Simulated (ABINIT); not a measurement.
**Elastic calculation of ZrS (part 1 of 2)**

ZrS (Fm-3m, 2 atoms in the cell), computed with Kohn-Sham DFT of a periodic cell, LDA, PseudoDojo NC SR LDA v0.4.1 standard, no spin polarisation (ABINIT 10.8.3).

The structure derives from an entry of the Crystallography Open Database.

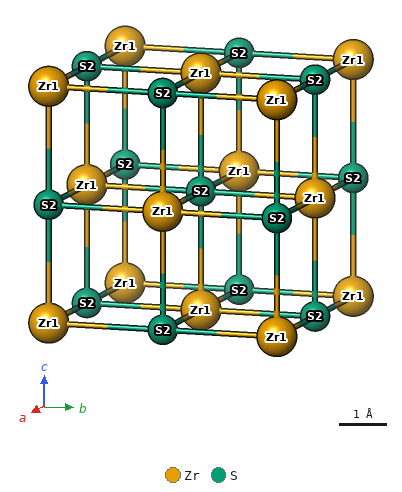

The structure (ball-and-stick view of the cell 4 times as large as that of the calculation, set on its symmetry axes, seen slightly off an axis; atoms are numbered from 1 in the order of the input). An atom can appear more than once, as a periodic image. Near neighbours in the periodic cell (some may lie outside the picture): Zr has 6 S at 2.57 Å; S has 6 Zr at 2.57 Å.

**The input**
```
# Datasets
ndtset 2

# Pseudopotentials
pp_dirpath "./"
pseudos "Zr.upf, S.upf"

# Structure
acell 3.6315430545 3.6315430545 3.6315430545 Angstrom
rprim
     0.0000000000     0.7071067812     0.7071067812
     0.7071067812     0.0000000000     0.7071067812
     0.7071067812     0.7071067812     0.0000000000
ntypat 2
znucl 40 16
natom 2
typat 1 2
chkprim 0
chksymtnons 0
tolsym 1.0e-6
xred
            0.0            0.0            0.0
            1/2            1/2            1/2

# Plane-wave basis
ecut 952.398519 eV
ecutsm 0.5

# k points
ngkpt 4 4 4
nshiftk 4
shiftk
     0.5000000000     0.5000000000     0.5000000000
     0.5000000000     0.0000000000     0.0000000000
     0.0000000000     0.5000000000     0.0000000000
     0.0000000000     0.0000000000     0.5000000000

# Exchange and correlation
ixc 7

# Bands and occupations
nband 17
occopt 3
tsmear 0.00183747

# SCF cycle
nstep 80

# Output
prteig 0
prtebands 0
prtwf 0
prtden 0
prtpot 0

# Dataset 1: ground state
kptopt1 1
tolvrs1 1.0e-15
prtwf1 1
tolwfr1 1.0e-14
nbdbuf1 4
nline1 6

# Dataset 2: response at q = 0 to atomic displacements, strain
rfphon2 1
rfstrs2 3
rfatpol2 1 2
rfdir2 1 1 1
getwfk2 1
kptopt2 2
nqpt2 1
qpt2 0.0 0.0 0.0
tolvrs2 1.0e-10
```

**File mrgddb.in**
```
merged_DDB
ZrS
2
runo_DS1_DDB
runo_DS2_DDB
```

**File anaddb.abi**
```
ddb_filepath "merged_DDB"
output_file "anaddb.abo"
outdata_prefix "ana"
asr 1
chneut 0
dipdip 0
dieflag 0
enunit 0
elaflag 5
instrflag 1
eivec 1
nph1l 1
qph1l 0.0 0.0 0.0 1.0
```

Hardware: 4 threads of Arm Neoverse V1, 24 GiB of memory available, shared host.

Launched with:
```bash
mpirun --bind-to none -np 4 abinit run.abi > log 2>&1
mrgddb < mrgddb.in > mrgddb.log 2>&1
anaddb anaddb.abi > anaddb.log 2>&1
```

**The program's output**
```
.Version 10.8.3 of ABINIT
 DATASET    1 : space group Fm -3 m (#225); Bravais cF (face-center cubic)
================================================================================
 Values of the parameters that define the memory need for DATASET  1.
     intxc =       0    ionmov =       0      iscf =       7    lmnmax =       6
     lnmax =       6     mgfft =      40  mpssoang =       3    mqgrid =    3001
     natom =       2  nloc_mem =       1    nspden =       1   nspinor =       1
    nsppol =       1      nsym =      48    n1xccc =    2501    ntypat =       2
    occopt =       3   xclevel =       1
       mpw =        2266          nfft =       64000          nkpt =          10
================================================================================
================================================================================

 DATASET    2 : space group Fm -3 m (#225); Bravais cF (face-center cubic)
================================================================================
 Values of the parameters that define the memory need for DATASET  2 (RF).
     intxc =       0      iscf =       7    lmnmax =       6     lnmax =       6
     mgfft =      40  mpssoang =       3    mqgrid =    3001     natom =       2
  nloc_mem =       1    nspden =       1   nspinor =       1    nsppol =       1
      nsym =      48    n1xccc =    2501    ntypat =       2    occopt =       3
   xclevel =       1
      nfft =       64000          nkpt =         128
================================================================================
================================================================================

--------------------------------------------------------------------------------
------------- Echo of variables that govern the present computation ------------
--------------------------------------------------------------------------------
 -outvars: echo values of preprocessed input variables --------
            acell      6.8626217874E+00  6.8626217874E+00  6.8626217874E+00 Bohr
              amu      9.12240000E+01  3.20660000E+01
          chkprim           0
      chksymtnons           0
             ecut      3.50000000E+01 Hartree
           ecutsm      5.00000000E-01 Hartree
           getwfk1          0
           getwfk2          1
              ixc           7
           jdtset        1    2
                       outvar_i_n : Printing only first  50 k-points.
           kptopt1          1
           kptopt2          2
         kptrlatt        4   -4    4     -4    4    4     -4   -4    4
          kptrlen      3.88208512E+01
            natom           2
            nband1         17
            nband2         17
           nbdbuf1          4
           nbdbuf2          2
           ndtset           2
            ngfft          40      40      40
             nkpt1         10
             nkpt2        128
            nline1          6
            nline2          4
             nqpt1          0
             nqpt2          1
            nstep          80
             nsym          48
           ntypat           2
                       prtocc : prtvol=0, do not print more k-points.
           occopt           3
        optdriver1          0
        optdriver2          1
           prtden           0
        prtebands           0
           prteig           0
            prtwf1          1
            prtwf2          0
           rfphon1          0
           rfphon2          1
           rfstrs1          0
           rfstrs2          3
            rprim      0.0000000000E+00  7.0710678120E-01  7.0710678120E-01
                       7.0710678120E-01  0.0000000000E+00  7.0710678120E-01
                       7.0710678120E-01  7.0710678120E-01  0.0000000000E+00
           shiftk      5.00000000E-01  5.00000000E-01  5.00000000E-01
          spgroup         225
           tolsym      1.00000000E-06
           tolvrs1     1.00000000E-15
           tolvrs2     1.00000000E-10
           tolwfr1     1.00000000E-14
           tolwfr2     0.00000000E+00
           tsmear      1.83747000E-03 Hartree
            typat      1  2
                       outvars : Printing only first  50 k-points.
           xangst      0.0000000000E+00  0.0000000000E+00  0.0000000000E+00
                       2.5678887201E+00  2.5678887201E+00  2.5678887201E+00
            xcart      0.0000000000E+00  0.0000000000E+00  0.0000000000E+00
                       4.8526064027E+00  4.8526064027E+00  4.8526064027E+00
             xred      0.0000000000E+00  0.0000000000E+00  0.0000000000E+00
                       5.0000000000E-01  5.0000000000E-01  5.0000000000E-01
            znucl       40.00000   16.00000

================================================================================

 chkinp: Checking input parameters for consistency, jdtset=   1.

 chkinp: Checking input parameters for consistency, jdtset=   2.

================================================================================
== DATASET  1 ==================================================================

--- !DatasetInfo
iteration_state: {dtset: 1, }
dimensions: {natom: 2, nkpt: 10, mband: 17, nsppol: 1, nspinor: 1, nspden: 1, mpw: 2266, }
cutoff_energies: {ecut:  35.0, pawecutdg:  -1.0, }
electrons: {nelect:   1.80000000E+01, charge:   0.00000000E+00, occopt:   3.00000000E+00, tsmear:   1.83747000E-03, }
meta: {optdriver: 0, ionmov: 0, optcell: 0, iscf: 7, paral_kgb: 0, }
...

 Exchange-correlation functional for the present dataset will be:
  LDA: Perdew-Wang 92 LSD fit to Ceperley-Alder data - ixc=7
  J.P.Perdew and Y.Wang, PRB 45, 13244 (1992)

 Real(R)+Recip(G) space primitive vectors, cartesian coordinates (Bohr,Bohr^-1):
 R(1)=  0.0000000  4.8526064  4.8526064  G(1)= -0.1030374  0.1030374  0.1030374
 R(2)=  4.8526064  0.0000000  4.8526064  G(2)=  0.1030374 -0.1030374  0.1030374
 R(3)=  4.8526064  4.8526064  0.0000000  G(3)=  0.1030374  0.1030374 -0.1030374
 Unit cell volume ucvol=  2.2853630E+02 bohr^3
 Angles (23,13,12)=  6.00000000E+01  6.00000000E+01  6.00000000E+01 degrees

 getcut: wavevector=  0.0000  0.0000  0.0000  ngfft=  40  40  40
         ecut(hartree)=     35.000   => boxcut(ratio)=   2.18862

--- Pseudopotential description ------------------------------------------------
- pspini: atom type   1  psp file is ./Zr.upf
  40.00000  12.00000  180309                  znucl, zion, pspdat
12 -1012 2 -1 1584                            pspcod,pspxc,lmax,lloc,mmax
     nproj     2     2     2

- pspini: atom type   2  psp file is ./S.upf
  16.00000   6.00000  180309                  znucl, zion, pspdat
12 -1012 2 -1 1132                            pspcod,pspxc,lmax,lloc,mmax
     nproj     2     2     2

   4.95389241E+02                                ecore*ucvol(ha*bohr**3)
--------------------------------------------------------------------------------

================================================================================

--- !BeginCycle
iteration_state: {dtset: 1, }
solver: {iscf: 7, nstep: 80, nline: 6, wfoptalg: 0, }
tolerances: {tolwfr: 1.00E-14, tolvrs: 1.00E-15, }
...

     iter   Etot(hartree)      deltaE(h)  residm     vres2
 ETOT  1  -61.828371091054    -6.183E+01 2.707E-02 7.513E+01
 ETOT  2  -61.853889313747    -2.552E-02 1.188E-06 3.988E+01
 ETOT  3  -61.859236196911    -5.347E-03 8.844E-05 1.382E-02
 ETOT  4  -61.859238725135    -2.528E-06 8.960E-08 1.086E-03
 ETOT  5  -61.859238899783    -1.746E-07 3.970E-09 3.216E-05
 ETOT  6  -61.859238904290    -4.507E-09 1.525E-10 2.825E-07
 ETOT  7  -61.859238904336    -4.633E-11 1.516E-12 1.103E-09
 ETOT  8  -61.859238904335     1.172E-12 9.844E-15 3.047E-11
 ETOT  9  -61.859238904335     1.563E-13 9.186E-15 3.998E-12
 ETOT 10  -61.859238904336    -8.527E-13 9.803E-15 2.490E-13
 ETOT 11  -61.859238904335     9.877E-13 9.956E-15 1.188E-15
 ETOT 12  -61.859238904334     6.608E-13 9.942E-15 2.108E-18

 At SCF step   12  max residual=  9.94E-15 < tolwfr=  1.00E-14 AND vres2   =  2.11E-18 < tolvrs=  1.00E-15 =>converged.

 Cartesian components of stress tensor (hartree/bohr^3)
  sigma(1 1)=  5.03506787E-06  sigma(3 2)=  0.00000000E+00
  sigma(2 2)=  5.03506787E-06  sigma(3 1)=  0.00000000E+00
  sigma(3 3)=  5.03506787E-06  sigma(2 1)=  0.00000000E+00

--- !ResultsGS
iteration_state: {dtset: 1, }
comment   : Summary of ground state results
lattice_vectors:
- [  0.0000000,   4.8526064,   4.8526064, ]
- [  4.8526064,   0.0000000,   4.8526064, ]
- [  4.8526064,   4.8526064,   0.0000000, ]
lattice_lengths: [   6.86262,    6.86262,    6.86262, ]
lattice_angles: [ 60.000,  60.000,  60.000, ] # degrees, (23, 13, 12)
lattice_volume:   2.2853630E+02
convergence: {deltae:  6.608E-13, res2:  2.108E-18, residm:  9.942E-15, diffor: null, }
etotal    :  -6.18592389E+01
entropy   :   0.00000000E+00
fermie    :   4.48175281E-01
cartesian_stress_tensor: # hartree/bohr^3
- [  5.03506787E-06,   0.00000000E+00,   0.00000000E+00, ]
- [  0.00000000E+00,   5.03506787E-06,   0.00000000E+00, ]
- [  0.00000000E+00,   0.00000000E+00,   5.03506787E-06, ]
pressure_GPa:  -1.4814E-01
xred      :
- [  0.0000E+00,   0.0000E+00,   0.0000E+00, Zr]
- [  5.0000E-01,   5.0000E-01,   5.0000E-01,  S]
cartesian_forces: # hartree/bohr
- [ -0.00000000E+00,  -0.00000000E+00,  -0.00000000E+00, ]
- [ -0.00000000E+00,  -0.00000000E+00,  -0.00000000E+00, ]
force_length_stats: {min:   0.00000000E+00, max:   0.00000000E+00, mean:   0.00000000E+00, }
...

 Integrated electronic density in atomic spheres:
 ------------------------------------------------
 Atom  Sphere_radius  Integrated_density
    1        2.00000          8.45586621
    2        2.00000          4.06702591
================================================================================

 ----iterations are completed or convergence reached----

 Mean square residual over all n,k,spin=   53.544E-16; max=  99.423E-16
 reduced coordinates (array xred) for    2 atoms
       0.000000000000      0.000000000000      0.000000000000
       0.500000000000      0.500000000000      0.500000000000
 rms dE/dt=  0.0000E+00; max dE/dt=  0.0000E+00; dE/dt below (all hartree)
    1       0.000000000000      0.000000000000      0.000000000000
    2       0.000000000000      0.000000000000      0.000000000000

 cartesian coordinates (angstrom) at end:
    1      0.00000000000000     0.00000000000000     0.00000000000000
    2      2.56788872005671     2.56788872005671     2.56788872005671

 cartesian forces (hartree/bohr) at end:
    1     -0.00000000000000    -0.00000000000000    -0.00000000000000
    2     -0.00000000000000    -0.00000000000000    -0.00000000000000
 frms,max,avg= 0.0000000E+00 0.0000000E+00   0.000E+00  0.000E+00  0.000E+00 h/b

 cartesian forces (eV/Angstrom) at end:
    1     -0.00000000000000    -0.00000000000000    -0.00000000000000
    2     -0.00000000000000    -0.00000000000000    -0.00000000000000
 frms,max,avg= 0.0000000E+00 0.0000000E+00   0.000E+00  0.000E+00  0.000E+00 e/A
 length scales=  6.862621787448  6.862621787448  6.862621787448 bohr
              =  3.631543054500  3.631543054500  3.631543054500 angstroms
 Fermi (or HOMO) energy (hartree) =   0.44818   Average Vxc (hartree)=  -0.44497
 Eigenvalues (hartree) for nkpt=  10  k points:
 kpt#   1, nband= 17, wtk=  0.09375, kpt= -0.1250 -0.2500  0.0000 (reduced coord)
  -1.37638   -0.57589   -0.57055   -0.57022   -0.11570    0.21619    0.27028    0.27830
   0.38403    0.44713    0.46173    0.48603    0.52627    0.64793    0.77257    0.80791
   0.81671
      occupation numbers for kpt#   1
   2.00000    2.00000    2.00000    2.00000    2.00000    2.00000    2.00000    2.00000
   2.00000    1.27724    0.00125    0.00000    0.00000    0.00000    0.00000    0.00000
   0.00000
 prteigrs : prtvol=0 or 1, do not print more k-points.

--- !EnergyTerms
iteration_state     : {dtset: 1, }
comment             : Components of total free energy in Hartree
kinetic             :  1.86013606611876E+01
hartree             :  7.44904886877373E+00
xc                  : -1.32997072090596E+01
Ewald energy        : -5.06015029474144E+01
psp_core            :  2.16766105050268E+00
local_psp           : -3.29029607552959E+01
non_local_psp       :  6.72727448719867E+00
internal            : -6.18588258441073E+01
'-kT*entropy'       : -4.13060226987754E-04
total_energy        : -6.18592389043343E+01
total_energy_eV     : -1.68327564270826E+03
band_energy         : -4.21269308193624E+00
...

 Cartesian components of stress tensor (hartree/bohr^3)
  sigma(1 1)=  5.03506787E-06  sigma(3 2)=  0.00000000E+00
  sigma(2 2)=  5.03506787E-06  sigma(3 1)=  0.00000000E+00
  sigma(3 3)=  5.03506787E-06  sigma(2 1)=  0.00000000E+00

-Cartesian components of stress tensor (GPa)         [Pressure= -1.4814E-01 GPa]
- sigma(1 1)=  1.48136811E-01  sigma(3 2)=  0.00000000E+00
- sigma(2 2)=  1.48136811E-01  sigma(3 1)=  0.00000000E+00
- sigma(3 3)=  1.48136811E-01  sigma(2 1)=  0.00000000E+00

================================================================================
== DATASET  2 ==================================================================

--- !DatasetInfo
iteration_state: {dtset: 2, }
dimensions: {natom: 2, nkpt: 128, mband: 17, nsppol: 1, nspinor: 1, nspden: 1, mpw: 2266, }
cutoff_energies: {ecut:  35.0, pawecutdg:  -1.0, }
electrons: {nelect:   1.80000000E+01, charge:   0.00000000E+00, occopt:   3.00000000E+00, tsmear:   1.83747000E-03, }
meta: {optdriver: 1, rfphon: 1, rfstrs: 3, }
...

 mkfilename : getwfk/=0, take file _WFK from output of DATASET   1.

 Exchange-correlation functional for the present dataset will be:
  LDA: Perdew-Wang 92 LSD fit to Ceperley-Alder data - ixc=7
  J.P.Perdew and Y.Wang, PRB 45, 13244 (1992)

 Real(R)+Recip(G) space primitive vectors, cartesian coordinates (Bohr,Bohr^-1):
 R(1)=  0.0000000  4.8526064  4.8526064  G(1)= -0.1030374  0.1030374  0.1030374
 R(2)=  4.8526064  0.0000000  4.8526064  G(2)=  0.1030374 -0.1030374  0.1030374
 R(3)=  4.8526064  4.8526064  0.0000000  G(3)=  0.1030374  0.1030374 -0.1030374
 Unit cell volume ucvol=  2.2853630E+02 bohr^3
 Angles (23,13,12)=  6.00000000E+01  6.00000000E+01  6.00000000E+01 degrees
 setup1 : take into account q-point for computing boxcut.

 getcut: wavevector=  0.0000  0.0000  0.0000  ngfft=  40  40  40
         ecut(hartree)=     35.000   => boxcut(ratio)=   2.18862
--------------------------------------------------------------------------------

 symkchk : k-point set has full space-group symmetry.

 ==>  initialize data related to q vector <==

 The list of irreducible perturbations for this q vector is:
    1)    idir= 1    ipert=   1
    2)    idir= 1    ipert=   2
    3)    idir= 1    ipert=   5
    4)    idir= 2    ipert=   5
    5)    idir= 3    ipert=   5
    6)    idir= 1    ipert=   6
    7)    idir= 2    ipert=   6
    8)    idir= 3    ipert=   6

================================================================================

 The perturbation idir=   2  ipert=   1 is
 symmetric of a previously calculated perturbation.
 So, its SCF calculation is not needed.

 The perturbation idir=   3  ipert=   1 is
 symmetric of a previously calculated perturbation.
 So, its SCF calculation is not needed.
```
